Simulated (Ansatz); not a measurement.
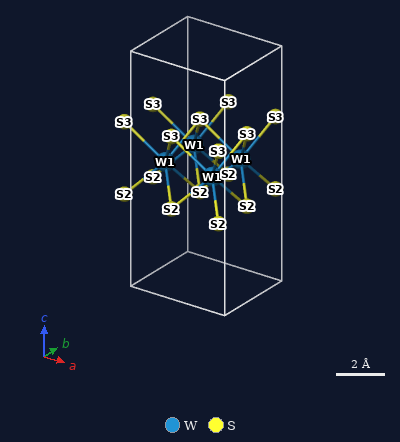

Fig. 1: The input geometry of run A (ball-and-stick view of the 2 × 2 repeat of the cell, with the vacuum cut short, seen slightly off an axis; bonded neighbours outside the cell are drawn too; atoms are numbered from 1 in the order of the input). Near neighbours in the crystal (not all of them lie inside the picture): W has 6 S at 2.41 Å; S has 3 W at 2.41 Å.

## Two runs on WS2

System: WS2 (3 atoms in the cell).
Method of run A: DFT PBE, scalar-relativistic, plane waves, PAW, no spin polarisation (Ansatz 0.2.0).

The structure derives from a Materials Project entry. Text and figures count atoms from 1; the logs count them from 0 in places.

**Input file, run A**
```yaml
crystal:
  lattice:
    - [3.1835163552, 0.0, 0.0]
    - [-1.5917581776, 2.7570060369, 0.0]
    - [0.0, 0.0, 16.95057789]
  atoms:
    - { symbol: W, position: [0.33333333, 0.66666667, 0.0] }
    - { symbol: S, position: [0.66666667, 0.33333333, 0.90799949] }
    - { symbol: S, position: [0.66666667, 0.33333333, 0.09200051] }
basis:
  ecutwfc: 420
  fft_grid_basis: typed
kpoints:
  mp_grid: { grid: [12, 12, 2] }
hamiltonian:
  xc: pbe
scf:
  occupations: { method: gaussian, width: 0.05 }
output:
  forces: true
  stress: true
  eigenvalues: true
  bader: true
  write_density: true
  volumetric_format: npy
  elf: true
```

Command:
```bash
ansatz run input.yaml --threads 1 --pin off --max-ram 2560MiB --backend cpu --events-out ev --progress --plain --runs-dir out
```

Hardware: 1 thread of Arm Neoverse V2, 128 GiB of memory available, shared host.

**Output, shortened to warnings, some set-up lines, iterations and results (run A)**
```
Basis set: ecut = 420 eV, 2937 PW (Γ), exchange–correlation on 48×48×240 points (8 copies of the dense FFT grid, shifted against one another)
Symmetry: 12 space group operations
k-points: 38 of 288 (time reversal used)
Initial density: superposition of atomic densities (neutral atoms: chi_scale 0, normalization atom), corrected by the library's trained network
[...]
SCF iter   1: F=—  HF=-12191.428455 eV  |F-HF|=—  |Δ(HF+E_count)|=         —  Δρ=3.44e-3  dr2=2.23e-2  ethr=1.77e-3  ⟨swp⟩=9.0  Hψ=4577  notcnv=0
SCF iter   2: F=—  HF=-12191.440355 eV  |F-HF|=—  |Δ(HF+E_count)|=   1.19e-2  Δρ=3.62e-3  dr2=6.40e-2  ethr=8.57e-5  ⟨swp⟩=3.7  Hψ=1789  notcnv=0
SCF iter   3: F=—  HF=-12191.431426 eV  |F-HF|=—  |Δ(HF+E_count)|=   8.93e-3  Δρ=1.30e-3  dr2=1.78e-3  ethr=8.57e-5  ⟨swp⟩=2.4  Hψ=1077  notcnv=0
SCF iter   4: F=—  HF=-12191.433367 eV  |F-HF|=—  |Δ(HF+E_count)|=   1.94e-3  Δρ=2.18e-4  dr2=1.86e-5  ethr=6.84e-6  ⟨swp⟩=2.0  Hψ=928  notcnv=0
SCF iter   5: F=—  HF=-12191.433451 eV  |F-HF|=—  |Δ(HF+E_count)|=   8.38e-5  Δρ=2.85e-5  dr2=1.24e-6  ethr=7.14e-8  ⟨swp⟩=3.2  Hψ=1534  notcnv=0
SCF iter   6: F=-12191.433451 eV  HF=-12191.433451 eV  |F-HF|=7.19e-8  |Δ(HF+E_count)|=   2.83e-7  Δρ=8.35e-6  dr2=7.58e-8  ethr=3.85e-10  ⟨swp⟩=7.0  Hψ=4121  notcnv=0
SCF 1 converged in 6 iterations: F = -12191.433451 eV  dr2 = 7.58e-8
SCF converged after 6 iterations
Free energy (F): -12191.433451 eV
Harris-Foulkes:  -12191.433451 eV  (|F-HF|=7.19e-8)
Internal energy: -12191.433451 eV  (E = F + TS)
E sigma→0 (E₀):  -12191.433451 eV
Fermi energy:    1.181291 eV
--- Per-component energies (eV) ---
  E_band       = -466.537873
  E_kinetic    = 665.926961
  E_local      = -12404.997583  (includes V_loc(G=0)·N_el)
  E_nonlocal   = 57.290017
  E_hartree    = 5882.533831
  E_xc         = -461.956113
  E_vxc        = -414.737517  (∫ρ·V_xc dr)
  E_paw        = -9763.119410  (= ΣΔE_a)
  E_vpaw       = -135.080978  (= ΣTr[D̂ρ^β])
  E_aug_tail   = -0.000060  (compensation charges beyond the density's cutoff)
  E_ewald      = 3832.888907
  E_smearing   = -0.000000  (= −TS)
  E_closure    = -0.000000  (closes the sum)
  Σ components = -12191.433451   (vs F -12191.433451, Δ=0.00e0)
--- Forces (eV/Å), atoms counted from 1 ---
  atom   1  W      0.00000000    -0.00000000     0.00000000
  atom   2  S     -0.00000000     0.00000000    -0.25960738
  atom   3  S      0.00000000     0.00000000     0.25960738
  max |Σ_I F_I| component: 4.63e-18 eV/Å
--- Stress (GPa, compression-positive) ---
        0.443159       0.000000       0.000000
        0.000000       0.443159       0.000000
        0.000000       0.000000       0.872082
  P = ⅓ Tr σ = 0.5861 GPa (5.861 kbar)
--- Bader charges: 3 sites ---
  site symbol  charge [e]  shift [e]
     0      W      1.3839     0.0050
     1      S     -0.6920     0.0025
     2      S     -0.6920     0.0025
  estimated error of the sums over rays = 7.0e-4 e
```

The input of run B differs as follows (lines with − go, lines with + come):
```diff
-    - { symbol: S, position: [0.66666667, 0.33333333, 0.09200051] }
+    - { symbol: S, position: [0.66666667, 0.33333333, 0.1008497658] }
-  elf: true
```

What does this change do to the results?

With the same functional and potentials, run B lies 48.3 meV per atom higher. The gap on the mesh goes from 1.79 to 1.74 eV. The pressure goes from 0.59 to −1.92 GPa. The largest force goes from 0.260 to 2.063 eV/Å. The SCF takes 8 iterations against 6.

**Output, shortened to warnings, some set-up lines, iterations and results (run B)**
```
Basis set: ecut = 420 eV, 2937 PW (Γ), exchange–correlation on 48×48×240 points (8 copies of the dense FFT grid, shifted against one another)
Symmetry: 6 space group operations
k-points: 38 of 288 (time reversal used)
Initial density: superposition of atomic densities (neutral atoms: chi_scale 0, normalization atom), corrected by the library's trained network
[...]
SCF iter   1: F=—  HF=-12191.280848 eV  |F-HF|=—  |Δ(HF+E_count)|=         —  Δρ=3.26e-3  dr2=1.16e-2  ethr=1.77e-3  ⟨swp⟩=8.8  Hψ=4423  notcnv=0
SCF iter   2: F=—  HF=-12191.291085 eV  |F-HF|=—  |Δ(HF+E_count)|=   1.02e-2  Δρ=2.89e-3  dr2=4.58e-2  ethr=4.45e-5  ⟨swp⟩=2.7  Hψ=1665  notcnv=0
SCF iter   3: F=—  HF=-12191.287846 eV  |F-HF|=—  |Δ(HF+E_count)|=   3.24e-3  Δρ=1.61e-3  dr2=1.29e-2  ethr=4.45e-5  ⟨swp⟩=2.1  Hψ=1070  notcnv=0
SCF iter   4: F=—  HF=-12191.288992 eV  |F-HF|=—  |Δ(HF+E_count)|=   1.15e-3  Δρ=1.17e-3  dr2=7.60e-3  ethr=4.45e-5  ⟨swp⟩=2.0  Hψ=888  notcnv=0
SCF iter   5: F=—  HF=-12191.288450 eV  |F-HF|=—  |Δ(HF+E_count)|=   5.42e-4  Δρ=3.65e-4  dr2=3.48e-4  ethr=2.92e-5  ⟨swp⟩=1.8  Hψ=732  notcnv=0
SCF iter   6: F=—  HF=-12191.288499 eV  |F-HF|=—  |Δ(HF+E_count)|=   4.83e-5  Δρ=8.82e-5  dr2=1.70e-5  ethr=1.34e-6  ⟨swp⟩=2.2  Hψ=920  notcnv=0
SCF iter   7: F=—  HF=-12191.288522 eV  |F-HF|=—  |Δ(HF+E_count)|=   2.30e-5  Δρ=1.93e-5  dr2=1.05e-6  ethr=6.53e-8  ⟨swp⟩=2.3  Hψ=1035  notcnv=0
SCF iter   8: F=-12191.288522 eV  HF=-12191.288522 eV  |F-HF|=1.13e-8  |Δ(HF+E_count)|=   9.35e-8  Δρ=3.70e-6  dr2=3.81e-8  ethr=3.85e-10  ⟨swp⟩=7.0  Hψ=4235  notcnv=0
SCF 1 converged in 8 iterations: F = -12191.288522 eV  dr2 = 3.81e-8
SCF converged after 8 iterations
Free energy (F): -12191.288522 eV
Harris-Foulkes:  -12191.288522 eV  (|F-HF|=1.13e-8)
Internal energy: -12191.288522 eV  (E = F + TS)
E sigma→0 (E₀):  -12191.288522 eV
Fermi energy:    1.217804 eV
--- Per-component energies (eV) ---
  E_band       = -463.235557
  E_kinetic    = 661.803813
  E_local      = -12142.429699  (includes V_loc(G=0)·N_el)
  E_nonlocal   = 57.132308
  E_hartree    = 5753.927016
  E_xc         = -460.459692
  E_vxc        = -412.762478  (∫ρ·V_xc dr)
  E_paw        = -9762.850535  (= ΣΔE_a)
  E_vpaw       = -134.826085  (= ΣTr[D̂ρ^β])
  E_aug_tail   = -0.000055  (compensation charges beyond the density's cutoff)
  E_ewald      = 3701.588323
  E_smearing   = -0.000000  (= −TS)
  E_closure    = -0.000000  (closes the sum)
  Σ components = -12191.288522   (vs F -12191.288522, Δ=0.00e0)
--- Forces (eV/Å), atoms counted from 1 ---
  atom   1  W      0.00000000    -0.00000000     2.06265169
  atom   2  S      0.00000000     0.00000000    -0.01169176
  atom   3  S     -0.00000000     0.00000000    -2.05097560
  max |Σ_I F_I| component: 1.57e-5 eV/Å
--- Stress (GPa, compression-positive) ---
       -0.998659      -0.000000      -0.000000
        0.000000      -0.998659       0.000000
       -0.000000       0.000000      -3.756093
  P = ⅓ Tr σ = -1.9178 GPa (-19.178 kbar)
--- Bader charges: 3 sites ---
  site symbol  charge [e]  shift [e]
     0      W      1.3474     0.0038
     1      S     -0.6994     0.0025
     2      S     -0.6480     0.0013
  estimated error of the sums over rays = 7.6e-4 e
```

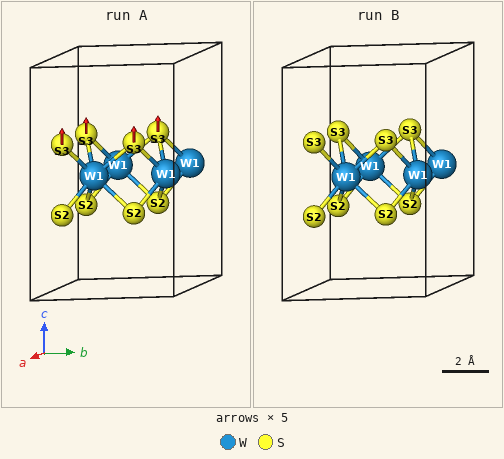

Fig. 2: The two input geometries at one scale (ball-and-stick view of the 2 × 2 repeat of the cell, with the vacuum cut short, seen slightly off an axis). The red arrows on the first give the shifts of the atoms relative to the cell, magnified 5 times. The atom that moves furthest is S3 (0.15 Å). W stays in place. The cell stays as it was. Among the contacts that change: W1–S3 2.410 → 2.510 Å.

**The two runs side by side**

| quantity | run A | run B |
| --- | --- | --- |
| outcome | converged | converged |
| free energy per atom (eV) | −4063.8112 | −4063.7628 |
| gap on the mesh (eV) | 1.79 | 1.74 |
| pressure (GPa) | 0.59 | −1.92 |
| largest force (eV/Å) | 0.260 | 2.063 |
| SCF iterations | 6 | 8 |
| irreducible k-points | 38 | 38 |
| plane waves at Γ | 2937 | 2937 |
| wall time (shared host) | 30 s | 27 s |

For both runs: Spin–orbit coupling is left out, which matters for W.
